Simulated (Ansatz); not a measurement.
A series of calculations on Au

Part 1: Relaxation

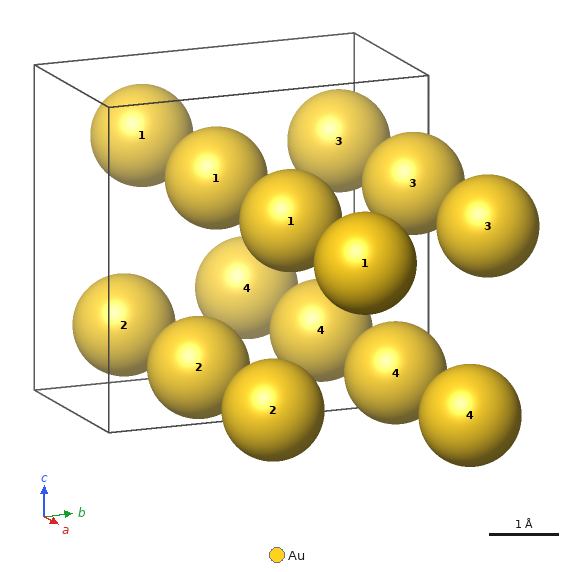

A crystal of Au (set up in Cmcm), before the relaxation. The picture is a spheres-only view of the cell of the calculation, repeated 3 × 1 × 1 with one cell outlined, seen slightly off an axis.

Case: biaxial strain in the a-b plane of -1.0 %; c and atoms relaxed.

The calculation used DFT PBE, scalar-relativistic, plane waves, PAW in Ansatz.

Input file:
```yaml
crystal:
  lattice:
    - [2.8367671296, 0.0, 0.0]
    - [0.0, 5.0893544556, 0.0]
    - [0.0, 0.0, 4.9214856909]
  atoms:
    - { symbol: Au, position: [0.0, 0.3360485559, 0.75] }
    - { symbol: Au, position: [0.5, 0.1639514441, 0.25] }
    - { symbol: Au, position: [0.5, 0.8360485559, 0.75] }
    - { symbol: Au, position: [0.0, 0.6639514441, 0.25] }
basis:
  ecutwfc: 420
kpoints:
  mp_grid: { grid: [18, 10, 12] }
hamiltonian:
  xc: pbe
scf:
  occupations: { method: gaussian, width: 0.1 }
output:
  forces: true
  stress: true
  eigenvalues: true
relax:
  adjacent_minimum: "off"
  f_tol: 0.008
  max_steps: 40
  cell: { stress_tol: 0.015, fix: [a, b, gamma] }
```

Run as
```bash
ansatz run input.yaml --threads 1 --pin off --max-ram 2560MiB --backend cpu --events-out ev --progress --plain --runs-dir out
```

Q: Predict the outcome.

A: Over 3 accepted moves (4 points after the start) the energy falls by 0.5 meV per atom. The largest force component goes from 0.0043 to 0.00046 eV/Å. Pressure: 2.10 GPa at the start and 1.18 GPa at the end. The SCF was repeated once at an unchanged geometry on a basis and grid sized afresh for the cell, which shifted the energy by less than 0.05 meV per atom at most. No atom moves by more than 0.005 Å relative to the cell. The drawn cell changes as follows: a unchanged at 2.837 Å, b unchanged at 5.089 Å, c 4.921 → 4.955 Å (+0.7 %); the volume changes by +0.7 %. Near-neighbour distances that change, for instance: Au1–Au2 2.972 → 2.987 Å. The space group stays Cmcm (No. 63).

Part 2: Relaxation

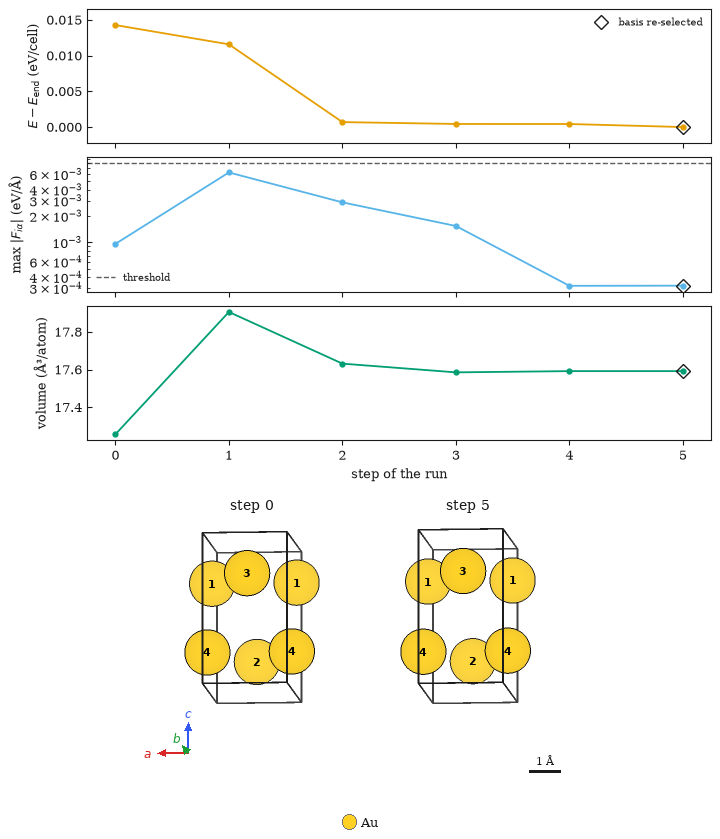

First and last geometry of a relaxation of solid Au (set up in Cmcm), with the history of the run. Style: spheres-only. Shown: the cell of the calculation, from a free direction.

Case: biaxial strain in the a-b plane of -3.0 %; c and atoms relaxed.

These are results of DFT PBE, scalar-relativistic, plane waves, PAW (Ansatz 0.2.0), not measurements. Settings: plane-wave cutoff 420 eV; k-point mesh 18 × 10 × 12; occupations gaussian; smearing width 0.1 eV; no spin polarisation; cell relaxed at fixed a, b, gamma; force threshold 0.008 eV/Å; at most 40 steps.

Q: What do the curves and the structures tell?

A: It converged. The largest moves relative to the cell, 0.006 Å, are those of Au1, Au2, Au3 and Au4. Au2 goes along +b. The drawn cell changes as follows: a unchanged at 2.779 Å, b unchanged at 4.987 Å, c 4.980 → 5.077 Å (+1.9 %); the volume changes by +1.9 %. Among the contacts that change: Au1–Au4 2.979 → 3.026 Å, Au1–Au2 2.978 → 3.015 Å. The space group stays Cmcm (No. 63). The energy falls by 14.3 meV per cell of the calculation in 4 accepted moves (5 points after the start). Largest force component: 0.00096 eV/Å at the start, 0.00032 eV/Å at the end. The pressure goes from 7.51 to 4.83 GPa. At 1 point the geometry stayed and the basis and grid were re-selected for the new cell (energy shift of 0.4 meV per cell of the calculation at most each time). Cost: 2.8 min on 1 thread of Intel(R) Xeon(R) 6975P-C (Granite Rapids), on a shared host, peak memory 1.1 GiB.

Part 3: A change

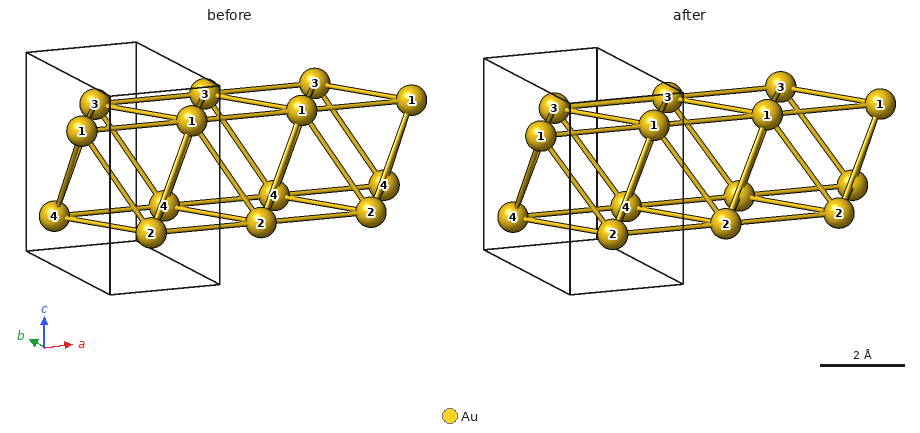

Left: solid Au (set up in Cmcm). Right: the same structure after one change, at the same scale. Style: ball-and-stick. Shown: the cell of the calculation, repeated 3 × 1 × 1 with one cell outlined, slightly off an axis.

The calculation used Ansatz 0.2.0, DFT PBE, scalar-relativistic, plane waves, PAW. Set-up: plane-wave cutoff 420 eV; k-point mesh 18 × 10 × 12; occupations gaussian; smearing width 0.1 eV; no spin polarisation.

**Which change leads from the left to the right?**

Biaxial strain in the a–b plane, +3.0 %, is applied. The c axis and the atoms are relaxed.

**And its effect?**

Energy change: +14.8 meV per atom. The pressure goes from −0.1 to −2.6 GPa. The principal stresses (compression positive) are −3.3 GPa along a, −4.3 GPa along b, none along the third axis. Cell: a 2.865 → 2.951 Å (+3.0 %), b 5.141 → 5.295 Å (+3.0 %), c 4.892 → 4.717 Å (−3.6 %). Volume +2.3 %. The largest moves relative to the cell, 0.010 Å, are those of Au1, Au2, Au3 and Au4. Au3 goes along +b. Among the bonded contacts that change: Au–Au 2.943 → 3.031 Å, Au–Au 2.865 → 2.951 Å, Au–Au 2.970 → 2.917 to 2.934 Å. The space group stays Cmcm (No. 63).

Part 4: Series

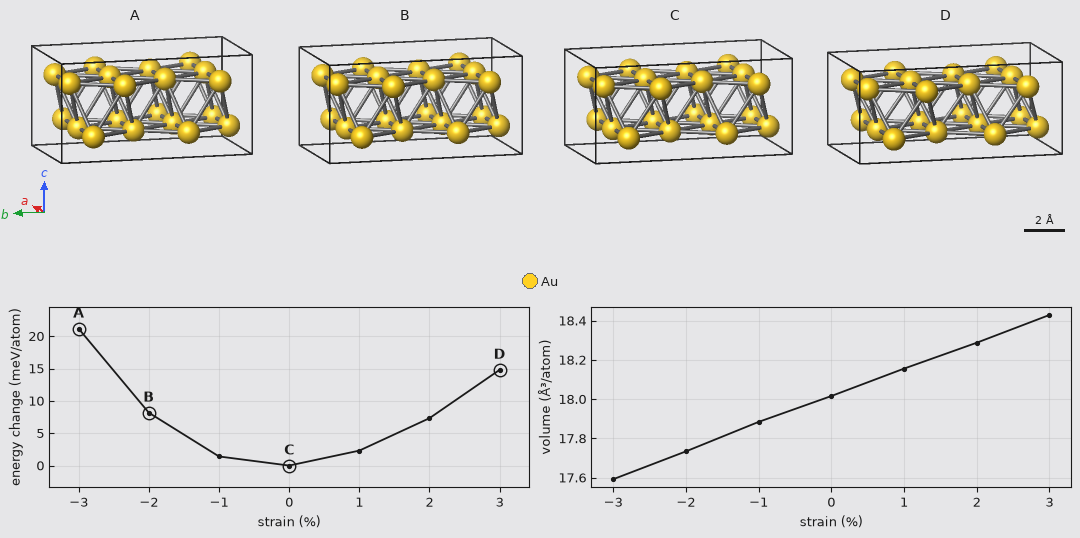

Members of a series of calculations on solid Au (set up in Cmcm), marked on the first curve. A ball-and-stick model of the cell of the calculation, repeated to show the pattern, seen from a free direction.

All numbers below come from DFT PBE, scalar-relativistic, plane waves, PAW (Ansatz). (plane-wave cutoff 420 eV; k-point mesh 18 × 10 × 12; occupations gaussian; smearing width 0.1 eV; no spin polarisation)

Question: Describe the series.

Answer: Biaxial strain in the a–b plane, c and atoms relaxed. A (strain −3.0 %): energy change 21.2 meV/atom, volume 17.59 Å³ per atom. B (strain −2.0 %): energy change 8.2 meV/atom, volume 17.73 Å³ per atom. C (strain 0.0 %): energy change 0.0 meV/atom, volume 18.02 Å³ per atom. D (strain 3.0 %): energy change 14.8 meV/atom, volume 18.43 Å³ per atom. The rest compares A with D. Cell: a 5.559 → 5.903 Å (+6.2 %), b 9.973 → 10.590 Å (+6.2 %), c 5.077 → 4.717 Å (−7.1 %). Volume +4.8 %. Some distances before and after: Au–Au 2.854 → 3.031 Å, Au–Au 2.779 → 2.951 Å, Au–Au 3.019 → 2.917 to 2.934 Å.
